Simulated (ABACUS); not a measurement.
Band-structure run of Na

System: Na (Im-3m, 1 atom in the cell).
Method: Kohn-Sham DFT of a periodic cell, AM05, PseudoDojo NC SR 0.5 PBE standard, no spin polarisation (ABACUS 3.10.1).

The structure derives from an entry of the Crystallography Open Database. It belongs to a series of runs on one base structure; here: bands on the converged density.

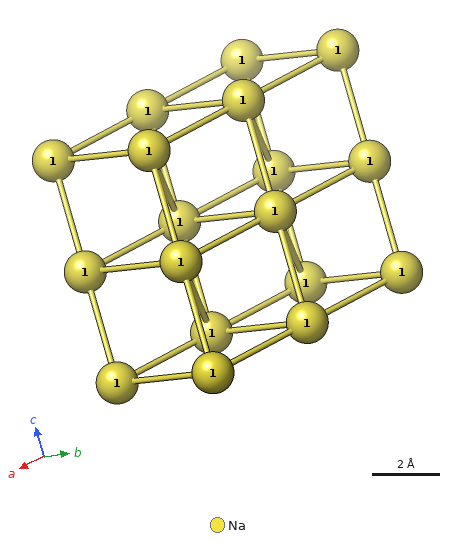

Fig. 1: The structure as given in the input (ball-and-stick view of the cell of the calculation, repeated 2 × 1 × 2, seen at an oblique angle; atoms are numbered from 1 in the order of the input).

**The input**
```
INPUT_PARAMETERS
suffix              Na
calculation         nscf
basis_type          pw
pseudo_dir          ./
symmetry            -1
dft_functional      GGA_X_AM05+GGA_C_AM05
ecutwfc             89.0
pseudo_rcut         10
nspin               1
nbands              15
ks_solver           dav
smearing_method     fd
smearing_sigma      0.00367493
scf_thr             1e-08
scf_nmax            100
mixing_type         broyden
mixing_beta         0.7
init_chg            file
pw_diag_thr         1e-07
out_band            1
kpar                4
```

**File STRU**
```
ATOMIC_SPECIES
Na 22.9898 Na.upf

LATTICE_CONSTANT
1.8897261246

LATTICE_VECTORS
-2.1410000000 2.1410000000 2.1410000000
2.1410000000 -2.1410000000 2.1410000000
2.1410000000 2.1410000000 -2.1410000000

ATOMIC_POSITIONS
Direct

Na
0.0
1
0.0000000000 0.0000000000 0.0000000000 1 1 1
```

**File KPT**
```
K_POINTS
8
Line
0.00000000 0.00000000 0.00000000 10 // G
0.50000000 -0.50000000 0.50000000 10 // H
0.00000000 0.00000000 0.50000000 10 // N
0.00000000 0.00000000 0.00000000 10 // G
0.25000000 0.25000000 0.25000000 10 // P
0.50000000 -0.50000000 0.50000000 1 // H
0.25000000 0.25000000 0.25000000 10 // P
0.00000000 0.00000000 0.50000000 1 // N
```

Launched with:
```bash
OMP_NUM_THREADS=1 mpirun -np 4 abacus > log
```

**Log**
```
ABACUS v3.10.1

               Atomic-orbital Based Ab-initio Computation at UStc

 ------------------------------------------------------------------------------------

 READING GENERAL INFORMATION
                           global_out_dir = OUT.Na/
                           global_in_card = INPUT
                               pseudo_dir = ./
                              orbital_dir =
                                    DSIZE = 4
                                    GSIZE = 1

 READING UNITCELL INFORMATION
                                    ntype = 1
                  lattice constant (Bohr) = 1.88973
              lattice constant (Angstrom) = 1

 READING ATOM TYPE 1
                               atom label = Na
                      L=0, number of zeta = 1
                      L=1, number of zeta = 1
                      L=2, number of zeta = 1
             number of atom for this type = 1

                        TOTAL ATOM NUMBER = 1
DIRECT COORDINATES
    atom                   x                   y                   z     mag                  vx                  vy                  vz
taud_Na1            0.0000000000        0.0000000000        0.0000000000  0.0000        0.0000000000        0.0000000000        0.0000000000

                          Volume (Bohr^3) = 264.915
                             Volume (A^3) = 39.2563

 Lattice vectors: (Cartesian coordinate: in unit of a_0)
               -2.141              +2.141              +2.141
               +2.141              -2.141              +2.141
               +2.141              +2.141              -2.141
 Reciprocal vectors: (Cartesian coordinate: in unit of 2 pi/a_0)
                   +0           +0.233536           +0.233536
            +0.233536                  +0           +0.233536
            +0.233536           +0.233536                  +0
 The esolver type has been set to : ksdft_pw

                PAO radial cut off (Bohr) = 10

 Read in pseudopotential file is Na.upf
                     pseudopotential type = NC
          exchange-correlation functional = PBE
                 nonlocal core correction = 0
                        valence electrons = 9
                                     lmax = 1
                           number of zeta = 3
                     number of projectors = 4
                           L of projector = 0
                           L of projector = 0
                           L of projector = 1
                           L of projector = 1
 XC functional updated to : GGA_X_AM05+GGA_C_AM05
          exchange-correlation functional = GGA_X_AM05+GGA_C_AM05
     initial pseudo atomic orbital number = 5

 SETUP THE ELECTRONS NUMBER
            electron number of element Na = 9
      total electron number of element Na = 9
            AUTOSET number of electrons:  = 9
                           occupied bands = 5
                                   NBANDS = 15
                                   NLOCAL = 9

%%%%%%%%%%%%%%%%%%%%%%%%%%%%%%%%%%%%%%%%%%%%%%%%%%%%%%%%%%%%%%%%%%%%%%%%%%%%%%%%%%%%%%%%%%%%%%%%%%%%%%%%%%
 Warning: the number of valence electrons in pseudopotential > 1 for Na: [Ne] 3s1
 Pseudopotentials with additional electrons can yield (more) accurate outcomes, but may be less efficient.
 If you're confident that your chosen pseudopotential is appropriate, you can safely ignore this warning.
%%%%%%%%%%%%%%%%%%%%%%%%%%%%%%%%%%%%%%%%%%%%%%%%%%%%%%%%%%%%%%%%%%%%%%%%%%%%%%%%%%%%%%%%%%%%%%%%%%%%%%%%%%

 SETUP THE PLANE WAVE BASIS
 energy cutoff for charge/potential (unit:Ry) = 356
            fft grid for charge/potential = [ 45, 45, 45 ]
                        fft grid division = [ 1, 1, 1 ]
        big fft grid for charge/potential = [ 45, 45, 45 ]
                                     nbxx = 91125
                                     nrxx = 91125

 SETUP PLANE WAVES FOR CHARGE/POTENTIAL
                    number of plane waves = 30093
                         number of sticks = 1315

 PARALLEL PW FOR CHARGE/POTENTIAL
     PROC   COLUMNS(POT)             PW
        1           1315          30093
 --------------- sum -------------------
        1           1315          30093
                            number of |g| = 273
                                  max |g| = 32.178
                                  min |g| = 0

----------- Double Check Mixing Parameters Begin ------------
mixing_type: broyden
mixing_beta: 0.7
mixing_gg0: 1
mixing_gg0_min: 0.1
mixing_ndim: 8
----------- Double Check Mixing Parameters End ------------

 SETUP K-POINTS
                                    nspin = 1
                                   nkstot = 62
K-POINTS DIRECT COORDINATES
 KPOINTS    DIRECT_X    DIRECT_Y    DIRECT_Z  WEIGHT
       1  0.00000000  0.00000000  0.00000000  1.0000
       2  0.05000000 -0.05000000  0.05000000  1.0000
       3  0.10000000 -0.10000000  0.10000000  1.0000
       4  0.15000000 -0.15000000  0.15000000  1.0000
       5  0.20000000 -0.20000000  0.20000000  1.0000
       6  0.25000000 -0.25000000  0.25000000  1.0000
       7  0.30000000 -0.30000000  0.30000000  1.0000
       8  0.35000000 -0.35000000  0.35000000  1.0000
       9  0.40000000 -0.40000000  0.40000000  1.0000
      10  0.45000000 -0.45000000  0.45000000  1.0000
      11  0.50000000 -0.50000000  0.50000000  1.0000
      12  0.45000000 -0.45000000  0.50000000  1.0000
      13  0.40000000 -0.40000000  0.50000000  1.0000
      14  0.35000000 -0.35000000  0.50000000  1.0000
      15  0.30000000 -0.30000000  0.50000000  1.0000
      16  0.25000000 -0.25000000  0.50000000  1.0000
      17  0.20000000 -0.20000000  0.50000000  1.0000
      18  0.15000000 -0.15000000  0.50000000  1.0000
      19  0.10000000 -0.10000000  0.50000000  1.0000
      20  0.05000000 -0.05000000  0.50000000  1.0000
      21  0.00000000  0.00000000  0.50000000  1.0000
      22  0.00000000  0.00000000  0.45000000  1.0000
      23  0.00000000  0.00000000  0.40000000  1.0000
      24  0.00000000  0.00000000  0.35000000  1.0000
      25  0.00000000  0.00000000  0.30000000  1.0000
      26  0.00000000  0.00000000  0.25000000  1.0000
      27  0.00000000  0.00000000  0.20000000  1.0000
      28  0.00000000  0.00000000  0.15000000  1.0000
      29  0.00000000  0.00000000  0.10000000  1.0000
      30  0.00000000  0.00000000  0.05000000  1.0000
[... 32 further k points ...]

           k-point number in this process = 16
       minimum distributed K point number = 15

[... K-POINTS CARTESIAN COORDINATES: 16 rows ...]

[... K-POINTS DIRECT COORDINATES: 16 rows ...]

 SETUP PLANE WAVES FOR WAVE FUNCTIONS
     energy cutoff for wavefunc (unit:Ry) = 89
              fft grid for wave functions = [ 45, 45, 45 ]
                    number of plane waves = 4753
                         number of sticks = 387

 PARALLEL PW FOR WAVE FUNCTIONS
     PROC   COLUMNS(POT)             PW
        1            387           4753
 --------------- sum -------------------
        1            387           4753

 SETUP NONLOCAL PSEUDOPOTENTIALS IN PLANE WAVE BASIS
 Na non-local projectors:
 projector 1 L=0
 projector 2 L=0
 projector 3 L=1
 projector 4 L=1
      TOTAL NUMBER OF NONLOCAL PROJECTORS = 8

 Init Non-Local PseudoPotential table :
 Init Non-Local-Pseudopotential done.

                                     npwx = 3781

 Make real space PAO into reciprocal space.
       max mesh points in Pseudopotential = 1001
     dq(describe PAO in reciprocal space) = 0.01
                                    max q = 1136

 number of pseudo atomic orbitals for Na is 3
WARNING: norm of atomic wavefunction # 3 of atomic type Na is 0.996862, renormalized

 -------------------------------------------
 NONSELF-CONSISTENT
 -------------------------------------------
                                 init_chg = file
 try to read charge from file
 Read in the charge density: OUT.Na//Na-CHARGE-DENSITY.restart

 PW ALGORITHM --------------- ION=   1  ELEC=   1--------------------------------
 k(1/62) Iter steps (avg)=11 threshold=1e-07
 k(2/62) Iter steps (avg)=11 threshold=1e-07
 k(3/62) Iter steps (avg)=16 threshold=1e-07
 k(4/62) Iter steps (avg)=18 threshold=1e-07
 k(5/62) Iter steps (avg)=15 threshold=1e-07
 k(6/62) Iter steps (avg)=19 threshold=1e-07
 k(7/62) Iter steps (avg)=18 threshold=1e-07
 k(8/62) Iter steps (avg)=20 threshold=1e-07
 k(9/62) Iter steps (avg)=17 threshold=1e-07
 k(10/62) Iter steps (avg)=15 threshold=1e-07
 k(11/62) Iter steps (avg)=15 threshold=1e-07
 k(12/62) Iter steps (avg)=16 threshold=1e-07
 k(13/62) Iter steps (avg)=17 threshold=1e-07
 k(14/62) Iter steps (avg)=17 threshold=1e-07
 k(15/62) Iter steps (avg)=17 threshold=1e-07
 k(16/62) Iter steps (avg)=17 threshold=1e-07
[... levels at 16 k points of this process ...]

 Density error is 0.00000000000
                          Error Threshold = 1.00000000000e-07
----------------------------------------------------------
     Energy           Rydberg                 eV
----------------------------------------------------------
 E_KohnSham     -91.1180015128       -1239.7240109470
 E_KS(sigma->0) -91.1177563762       -1239.7206756926
 E_Harris       -91.1180015128       -1239.7240109470
 E_band         -17.8178244162       -242.4239380233
 E_one_elec     -82.2938490729       -1119.6652577437
 E_Hartree      40.9640829590        557.3449415877
 E_xc           -13.3585643832       -181.7525927116
 E_Ewald        -36.4291807426       -495.6444315707
 E_entropy(-TS) -0.0004902732        -0.0066705087
 E_descf        0.0000000000         0.0000000000
 E_exx          0.0000000000         0.0000000000
 E_Fermi        0.1725511635         2.3476790200
----------------------------------------------------------

 charge density convergence is achieved
 final etot is -1239.7240109 eV
 EFERMI = 2.3476790200 eV

 STATE ENERGY(eV) AND OCCUPATIONS    NSPIN == 1
 1/16 kpoint (Cartesian) = 0.0000 0.0000 0.0000 (3781 pws)
       1       -51.4647      0.0322581
       2       -23.2560      0.0322581
       3       -23.2560      0.0322581
       4       -23.2560      0.0322581
       5       -1.68261      0.0322581
       6        12.8937        0.00000
       7        12.8937        0.00000
       8        12.8937        0.00000
       9        13.8104        0.00000
      10        13.8104        0.00000
      11        14.2806        0.00000
      12        14.2806        0.00000
      13        14.2806        0.00000
      14        14.6955        0.00000
      15        14.6955        0.00000

 2/16 kpoint (Cartesian) = 0.0000 0.023354 0.0000 (3757 pws)
       1       -51.4646      0.0322581
       2       -23.2569      0.0322581
       3       -23.2565      0.0322581
       4       -23.2565      0.0322581
       5       -1.59800      0.0322581
       6        12.0400    2.09868e-86
       7        12.0400    2.09868e-86
       8        12.4768        0.00000
       9        12.9749        0.00000
      10        13.3541        0.00000
      11        14.5617        0.00000
      12        14.5617        0.00000
      13        14.9950        0.00000
      14        15.4965        0.00000
      15        15.4965        0.00000

 3/16 kpoint (Cartesian) = 0.0000 0.046707 0.0000 (3752 pws)
       1       -51.4644      0.0322581
       2       -23.2596      0.0322581
       3       -23.2579      0.0322581
       4       -23.2579      0.0322581
       5       -1.34497      0.0322581
       6        10.8494    4.60963e-76
       7        10.8494    4.60963e-76
       8        11.0959    3.33035e-78
       9        12.5130        0.00000
      10        13.2185        0.00000
      11        14.7877        0.00000
      12        14.7877        0.00000
      13        15.4587        0.00000
      14        17.1454        0.00000
      15        17.1454        0.00000

 4/16 kpoint (Cartesian) = 0.0000 0.070061 0.0000 (3768 pws)
       1       -51.4641      0.0322581
       2       -23.2633      0.0322581
       3       -23.2602      0.0322581
       4       -23.2602      0.0322581
       5      -0.925827      0.0322581
       6        9.75952    1.34947e-66
       7        9.75952    1.34947e-66
       8        9.87232    1.41379e-67
       9        11.5818    2.00323e-82
      10        13.6244        0.00000
      11        15.1322        0.00000
      12        15.1322        0.00000
      13        15.9400        0.00000
      14        19.0280        0.00000
      15        19.0280        0.00000

 5/16 kpoint (Cartesian) = 0.0000 0.093414 0.0000 (3768 pws)
       1       -51.4637      0.0322581
       2       -23.2674      0.0322581
       3       -23.2631      0.0322581
       4       -23.2631      0.0322581
       5      -0.344266      0.0322581
       6        8.80984    2.39323e-58
       7        8.80984    2.39323e-58
       8        8.81051    2.36167e-58
       9        10.6620    1.95613e-74
      10        14.1921        0.00000
      11        15.6107        0.00000
      12        15.6107        0.00000
      13        16.2941        0.00000
      14        19.5246        0.00000
      15        21.0811        0.00000

 6/16 kpoint (Cartesian) = 0.0000 0.11677 0.0000 (3764 pws)
       1       -51.4633      0.0322581
       2       -23.2712      0.0322581
       3       -23.2665      0.0322581
       4       -23.2665      0.0322581
       5       0.394760      0.0322581
       6        7.91147    1.52113e-50
       7        8.00749    2.22920e-51
       8        8.00749    2.22920e-51
       9        9.80964    4.95251e-67
      10        14.9213        0.00000
      11        15.7097        0.00000
      12        16.2252        0.00000
      13        16.2252        0.00000
      14        18.6771        0.00000
      15        23.2727        0.00000

[... levels at 10 further k points ...]

 --------------------------------------------
 !FINAL_ETOT_IS -1239.724010947011 eV
 --------------------------------------------

 Output bands in file: OUT.Na/BANDS_1.dat
```

**Standard output**
```
ABACUS v3.10.1

               Atomic-orbital Based Ab-initio Computation at UStc

 ,OpenMP thread number: 1,Total thread number: 4,Local thread limit: 96

 dft_functional readin is: GGA_X_AM05+GGA_C_AM05
 dft_functional in pseudopot file is: PBE
 Please make sure this is what you need

%%%%%%%%%%%%%%%%%%%%%%%%%%%%%%%%%%%%%%%%%%%%%%%%%%%%%%%%%%%%%%%%%%%%%%%%%%%%%%%%%%%%%%%%%%%%%%%%%%%%%%%%%
 Warning: the number of valence electrons in pseudopotential > 1 for Na: [Ne] 3s1
 Pseudopotentials with additional electrons can yield (more) accurate outcomes, but may be less efficient.
 If you're confident that your chosen pseudopotential is appropriate, you can safely ignore this warning.
%%%%%%%%%%%%%%%%%%%%%%%%%%%%%%%%%%%%%%%%%%%%%%%%%%%%%%%%%%%%%%%%%%%%%%%%%%%%%%%%%%%%%%%%%%%%%%%%%%%%%%%%%

 UNIFORM GRID DIM        : 45 * 45 * 45
 UNIFORM GRID DIM(BIG)   : 45 * 45 * 45
func,idGGA_X_AM05 120
func,idGGA_C_AM05 135
 ---------------------------------------------------------
 ---------------------------------------------------------
 SPIN    KPOINTS         PROCESSORS  THREADS
 1       62              4           4
 ---------------------------------------------------------
 Use plane wave basis
 ---------------------------------------------------------
 ELEMENT NATOM       XC
 Na      1
 ---------------------------------------------------------
 Initial plane wave basis and FFT box
 ---------------------------------------------------------
 -------------------------------------------
 NONSELF-CONSISTENT :
 -------------------------------------------
 START CHARGE      : file
 ITER       ETOT/eV          EDIFF/eV         DRHO     TIME/s
 DA1     -1.23972401e+03   0.00000000e+00   0.0000e+00  16.53
```

**Summary**

```csv
quantity,value
outcome,converged
space group (tolerance 0.01 Å),Im-3m (229)
electrons treated,9
Fermi energy of the self-consistent step,1.425 eV
hardware,"4 threads of AMD EPYC 7571, 16 GiB of memory available, shared host"
wall time,18 s (CPU time 69 s)
peak memory,0.36 GiB
```
